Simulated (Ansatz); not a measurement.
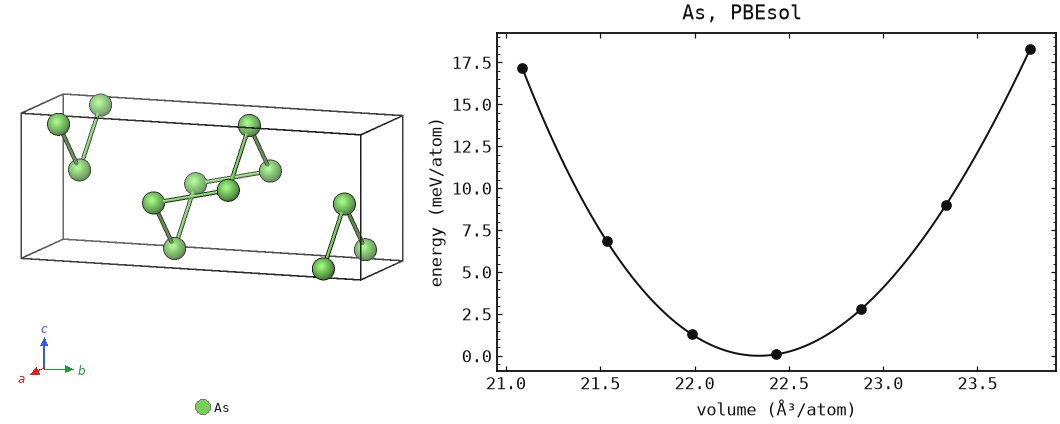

The picture above shows the energy against volume for As, space group Cmce (No. 64). The conventional cell is drawn beside the plot.

Structure:
```cif
data_structure
_symmetry_space_group_name_H-M 'P 1'
_symmetry_Int_Tables_number 1
_cell_length_a 5.7949
_cell_length_b 5.7949
_cell_length_c 4.4700
_cell_angle_alpha 90.000
_cell_angle_beta 90.000
_cell_angle_gamma 143.286
_cell_volume 89.74
loop_
_atom_site_label
_atom_site_type_symbol
_atom_site_fract_x
_atom_site_fract_y
_atom_site_fract_z
_atom_site_occupancy
As1 As 0.39000 0.61000 0.56000 1
As2 As 0.89000 0.11000 0.94000 1
As3 As 0.61000 0.39000 0.44000 1
As4 As 0.11000 0.89000 0.06000 1
```

Calculation (Ansatz 0.2.0): all-electron LAPW DFT, no spin polarisation; energies at scaled volumes of the given cell, shape and fractions fixed, counted from the fit's minimum, third-order Birch-Murnaghan fit. Level: PBEsol.

k mesh 8×8×6; occupations Fermi–Dirac; smearing width 0.05 eV; potentials all electron LAPW, scalar relativistic; program settings basis error eV/atom 0.001.

### Give the fitted equation-of-state parameters.

A third-order Birch–Murnaghan fit gives V0 = 22.34 Å³/atom, B0 = 70.6 GPa and B′ = 4.2.

Keep in mind: shape and atomic fractions are frozen while scaling, which makes layered, chain and framework solids too stiff.

The computed values:

```tsv
volume (Å³/atom)	energy (meV/atom)
21.09	17.14
21.54	6.82
21.99	1.29
22.43	0.08
22.88	2.77
23.33	8.97
23.78	18.30
```
